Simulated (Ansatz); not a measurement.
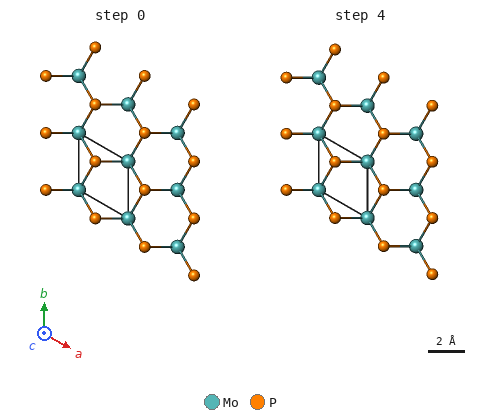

The structure of crystalline MoP (set up in P-6m2) before (left) and after (right) a relaxation, at one scale.

The picture is a ball-and-stick view of the cell of the calculation, repeated 2 × 2 × 1 with one cell outlined, seen along the c axis.

Case: relaxed at 9 GPa.

Level of theory: Ansatz, DFT PBEsol, scalar-relativistic, plane waves, PAW. (plane-wave cutoff 420 eV; k-point mesh 18 × 18 × 14; occupations fermi dirac; smearing width 0.15 eV; target pressure 9 GPa; no spin polarisation; cell and atoms relaxed; force threshold 0.001 eV/Å; at most 60 steps)

> Summarise the run.

Over 3 accepted moves (4 points after the start) the energy rises by 13.5 meV per atom. With the target pressure of 9 GPa, the enthalpy E + pV changes by −14.5 meV per atom. All forces vanish by symmetry, so only the cell relaxes. The pressure goes from 0.00 to 8.98 GPa. At 1 point the geometry stayed and the basis and grid were re-selected for the new cell (energy shift of 0.1 meV per atom at most each time). The atoms keep their places relative to the cell (all moves are under 0.005 Å). The drawn cell changes as follows: a = b 3.209 → 3.163 Å (−1.5 %), c 3.172 → 3.151 Å (−0.7 %); the volume changes by −3.5 %. Some distances before and after: Mo–P 2.439 → 2.412 Å. The space group stays P-6m2 (No. 187).
